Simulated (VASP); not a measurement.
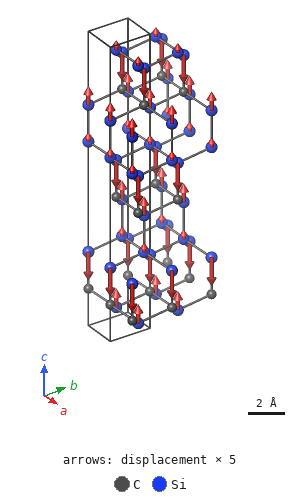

This is a relaxation of solid Si3C (a generated structure, set up in R3m). The starting structure is drawn; red arrows show the displacements (the part carried along by the change of the cell is left out), 5 times their true length.

A ball-and-stick model of the conventional cell (3 times the calculation's cell), repeated 2 × 2 × 1 with one cell outlined, seen slightly off an axis. Lengths and directions refer to the drawn axes.

The run lets cell and atoms move.

All numbers below come from Kohn-Sham DFT of a periodic cell, PBEsol, VASP PAW PBE potentials, recommended in VASP.

Input
```
SYSTEM = Si3C
ALGO = Fast
EDIFF = 1E-7
EDIFFG = -0.005
ENCUT = 600
GGA = PS
IBRION = 2
ISIF = 3
ISMEAR = 0
LASPH = .TRUE.
LCHARG = .FALSE.
LREAL = .FALSE.
LWAVE = .FALSE.
NELM = 80
NSW = 40
PREC = Accurate
SIGMA = 0.02
```

Launched with:
```bash
cat potpaw_PBE.64/C/POTCAR potpaw_PBE.64/Si/POTCAR > POTCAR
mpirun -np 1 vasp_std > vasp.out
```

Q: Atoms of which element are displaced furthest, and by how much?

A: Silicon: up to 0.34 Å, against 0.00 Å for carbon.

Q: What did the optimiser do to the structure, and how much energy did it gain?

A: The atom that moves furthest relative to the cell is a Si atom (0.34 Å along −c). C stays in place. The volume changes by −6.6 %, with a = b 3.517 → 3.338 Å (−5.1 %), c 17.232 → 17.861 Å (+3.6 %). Among the contacts that change: Si–Si 3.517 → 3.089 Å, C–Si 2.154 → 1.889 Å, Si–Si 2.154 → 2.343 Å, C–Si 2.154 → 1.998 Å. Among the angles between lasting bonds that change: Si–Si–Si 109.5° → 94.7°, C–Si–Si 109.5° → 121.8°, Si–Si–Si 109.5° → 121.8°. The space group stays R3m (No. 160). Over 25 geometry steps the energy falls by 315 meV per atom. Largest force component: 2.7 eV/Å at the start, 0.00025 eV/Å at the end. Pressure: 3.96 GPa at the start and 0.00 GPa at the end.
